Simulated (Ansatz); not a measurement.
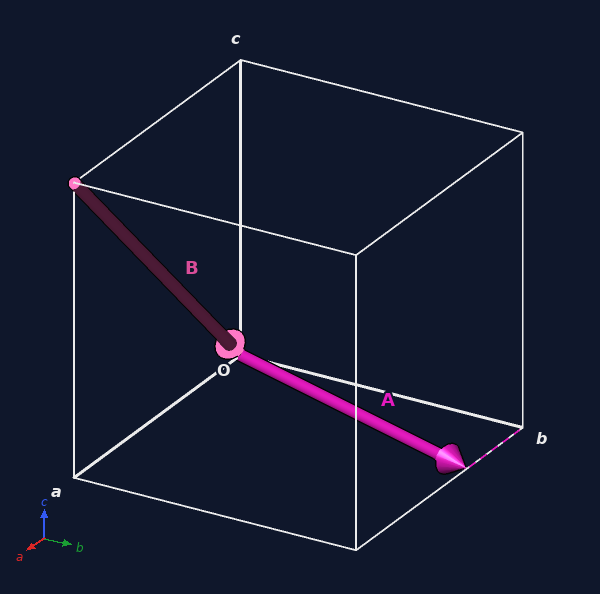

Each arrow starts at a corner of the unit cell and ends on its surface; where a tip isn't a corner, dashed lines run from it parallel to the axes. Crystal: Ni, the input geometry of an electronic-structure calculation (not necessarily at equilibrium); the starting structure was generated, so it need not be a known form of this composition. Symmetry computed with spglib at a tolerance of 0.002 Å; standard conventional cell.

a = 4.405 Å, b = 4.405 Å, c = 4.405 Å, α = 90.00°, β = 90.00°, γ = 90.00°.

Give [uvw] of each arrow.

Arrow A runs from (0, 0, 0) to (1/3, 1, 0), so [1 3 0]; Arrow B runs from (1, 0, 1) to (0, 0, 0), so [−1 0 −1].

How long is the vector ua + vb + wc in each case, and what angles do the directions make?

A 13.929 Å; B 6.229 Å. A–B: 102.9°.

In Pm-3n, No. 223, how many directions are equivalent to A (Laue class m-3m, both senses counted)?

24.
